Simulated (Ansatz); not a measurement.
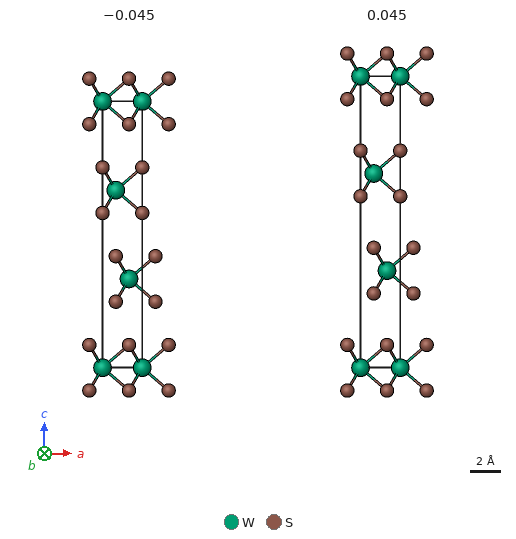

Crystalline WS2 (set up in R3m), under strain along c alone (the other axes held, atoms relaxed), with energies (extrapolated to zero smearing) counted from the relaxed crystal, which is the row at zero. The picture shows the first and the last member. Style: ball-and-stick. Shown: the cell of the calculation, along the b axis.

Computed with Ansatz 0.2.0: DFT PBEsol, scalar-relativistic, plane waves, PAW. Settings: plane-wave cutoff 420 eV; k-point mesh 12 × 12 × 2; occupations gaussian; smearing width 0.02 eV; no spin polarisation; atoms relaxed in a fixed cell; force threshold 0.008 eV/Å.

```json
{"strain": "−0.045", "energy (meV/atom)": "2.51", "a (Å)": "3.147", "c (Å)": "18.293", "band gap (eV)": "0.91"}
{"strain": "−0.03", "energy (meV/atom)": "0.94", "a (Å)": "3.147", "c (Å)": "18.580", "band gap (eV)": "1.00"}
{"strain": "−0.015", "energy (meV/atom)": "?", "a (Å)": "?", "c (Å)": "?", "band gap (eV)": "?"}
{"strain": "0.0", "energy (meV/atom)": "0.00", "a (Å)": "3.147", "c (Å)": "19.155", "band gap (eV)": "1.15"}
{"strain": "0.015", "energy (meV/atom)": "0.20", "a (Å)": "3.147", "c (Å)": "19.442", "band gap (eV)": "1.23"}
{"strain": "0.03", "energy (meV/atom)": "0.63", "a (Å)": "3.147", "c (Å)": "19.730", "band gap (eV)": "1.30"}
{"strain": "0.045", "energy (meV/atom)": "1.19", "a (Å)": "3.147", "c (Å)": "20.017", "band gap (eV)": "1.36"}
```

Fill in the missing row.

A parabola through three neighbouring rows (−0.045, −0.03, 0.0) gives, with Lagrange weights, (−0.3333)(2.51) + (1.0000)(0.94) + (0.3333)(0.00) = 0.10 meV/atom. The calculation gives 0.18 meV/atom (a = 3.147 Å, c = 18.868 Å). The estimate is 0.08 meV/atom too low. For the gap a parabola through the rows −0.045, −0.03, 0.0 gives 1.08 eV, and the calculation 1.08 eV (semilocal gaps, lower than measured ones as a rule).

The whole series:

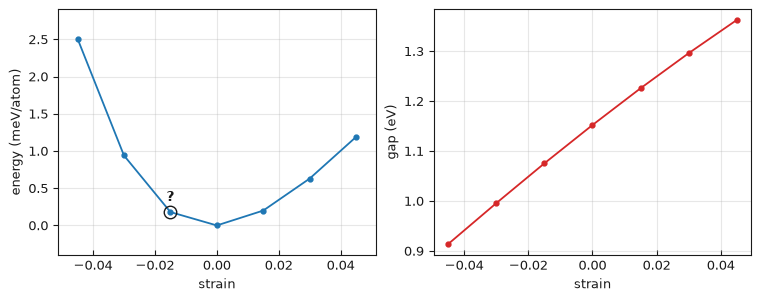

Each member starts from this one structure; whether another phase lies lower wasn't checked.

Limits of the set-up: layers or molecules are held without a dispersion correction, so their spacing is unreliable.
